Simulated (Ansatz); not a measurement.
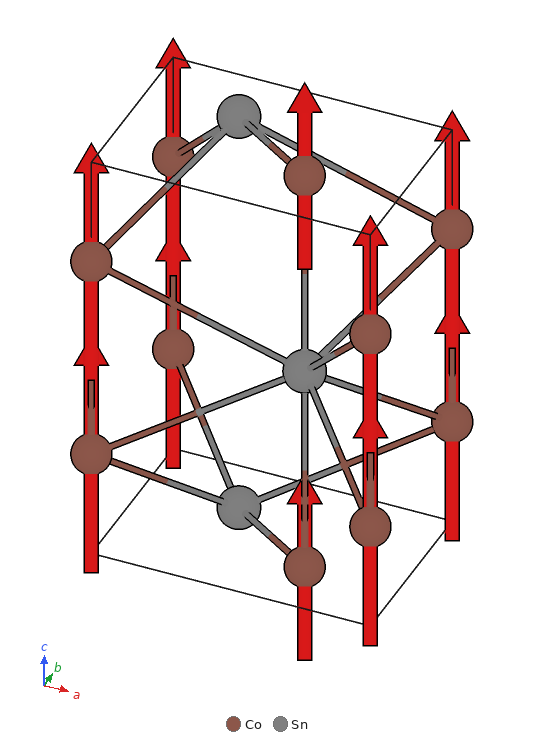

View slightly off an axis, drawn as a ball-and-stick model. The wireframe shows the simulation cell. Arrows are the site magnetic moments above 0.25 μB; longer means larger, and red and blue are up and down (without spin-orbit coupling the axis itself is arbitrary).

This is the state reached for Co$_{3}$Sn$_{2}$. Setup: DFT PBEsol, scalar-relativistic, plane waves, PAW (Ansatz 0.2.0); 420 eV cutoff, the zone sampled with 12×12×10 points, Gaussian smearing of 0.15 eV, collinear spins.

How are the moments ordered?

Ferromagnetic (within this cell). Site moments: 3 Co +0.8 to +1.6 μB. The net spin moment of the whole cell is 3.8 μB.

The initial geometry was a structure listed in the Materials Project. The cell was then strained or its atoms displaced on purpose. It was run through Ansatz as a DFT input.

At this level of theory the cell isn't at rest (stretched, at -17 GPa), so its distances can differ from those at equilibrium, the more so the softer the solid, and its magnetic state may change on relaxation.
